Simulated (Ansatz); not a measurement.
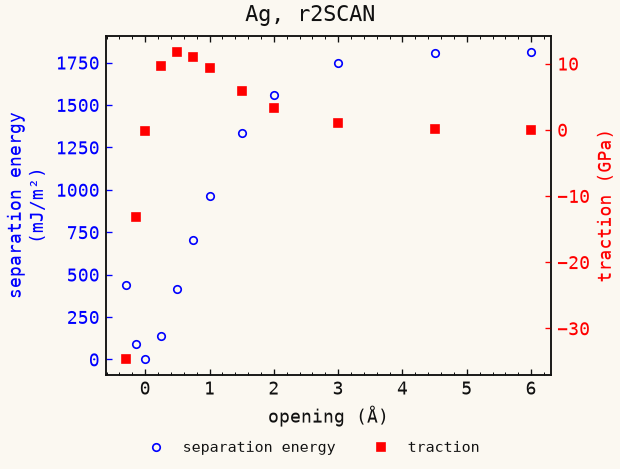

The plot gives the computed separation energy and traction against opening for Ag, space group P6_3/mmc (No. 194).

Starting cell:
```xyz
8
Lattice="-2.9052 0.0000 0.0000 -1.4526 -2.5160 0.0000 0.0000 0.0000 18.9340" Properties=species:S:1:pos:R:3 pbc="T T T"
Ag   -1.4526   -0.8387    1.1834
Ag   -1.4526   -0.8387   10.6504
Ag   -2.9052   -1.6773    5.9169
Ag   -2.9052   -1.6773   15.3839
Ag    0.0000    0.0000   17.7506
Ag    0.0000    0.0000    8.2836
Ag   -1.4526   -2.5160    3.5501
Ag   -1.4526   -2.5160   13.0171
```

How it was computed, with Ansatz 0.2.0: rigid opening of a crystal across a plane by lengthening cell vector c along the normal, one cut a cell, unrelaxed, by plane-wave density functional theory with PAW datasets, free energies less that of the undisturbed cell; scalar-relativistic. Level: r2SCAN, no spin polarisation.

- wave cutoff: 500 eV
- k mesh: 18×18×3
- occupations: Gaussian
- smearing width: 0.15 eV
- k shift: (0, 0, 0) (mesh steps)
- start: relaxed
- height of the cut: 0 (fraction of cell vector c)

### What work of separation does the curve reach?

The energy levels off at about 1810 mJ/m², the work of separating the two rigid halves, or 907 mJ/m² for each new face on average.

### Does the undistorted structure sit at the bottom of the curve?

Yes: the energy rises on both sides of the starting structure, which is therefore a minimum along this path.

### What does the traction do across the range?

It goes from −34.70 GPa at opening −0.30 Å to 0.01 GPa at 6.00 Å, not monotonically, with a high of 11.79 GPa at 0.50 Å.

### What does the calculation give for the greatest sampled traction?

11.8 GPa.
